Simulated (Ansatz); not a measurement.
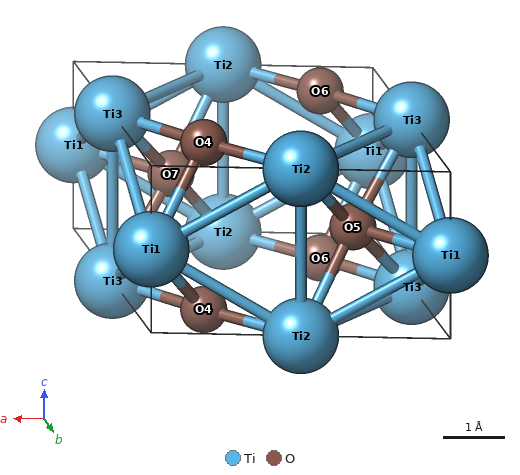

This is the input geometry for a relaxation of solid Ti3O4 (set up in Cmmm). The picture is a ball-and-stick view of the cell of the calculation, seen from a free direction.

These are results of Ansatz, DFT PBEsol, scalar-relativistic, plane waves, PAW, not measurements.

(plane-wave cutoff 420 eV; k-point mesh 8 × 8 × 12; occupations gaussian; smearing width 0.15 eV; no spin polarisation)

```
Ti O
1.0
     2.91282   -4.03035    0.00000
     2.91282    4.03035    0.00000
     0.00000    0.00000    2.96903
Ti O
3 4
Cartesian
  0.0000 0.0000 1.4845
  4.3692 2.0152 0.0000
  4.3692 -2.0152 0.0000
  4.4437 0.0000 0.0000
  2.9128 1.9436 1.4845
  1.3819 0.0000 0.0000
  2.9128 -1.9436 1.4845
```

> What does the optimiser find from here?

The largest moves, 0.10 Å, are those of Ti2 and Ti3. Ti2 goes along [−3 −1 0]. By element the largest moves are Ti 0.10 Å, O 0.08 Å. The cell stays as it was. Near-neighbour distances that change, for instance: Ti2–Ti3 2.913 → 3.077 Å, Ti2–Ti3 (another image) 2.913 → 2.749 Å, Ti1–Ti2 2.896 → 3.038 Å, Ti1–Ti2 (another image) 2.896 → 2.756 Å. Among the angles between lasting bonds that change: Ti2–O5–Ti3 176.1° → 168.1°, Ti1–O4–Ti2 91.4° → 97.4°, Ti1–O4–Ti3 91.4° → 86.2°. The space group (tolerance 0.01 Å) goes from Cmmm (No. 65) to Amm2 (No. 38).

After the run, drawn alike:

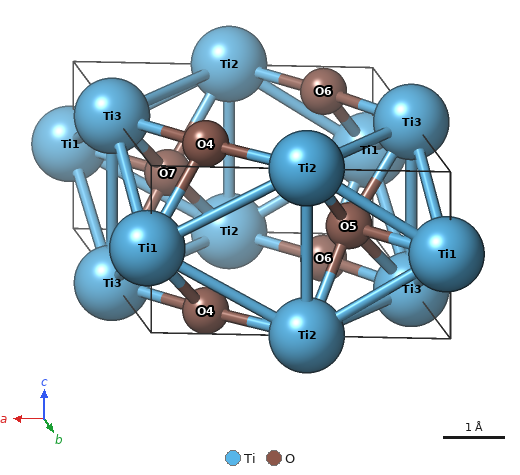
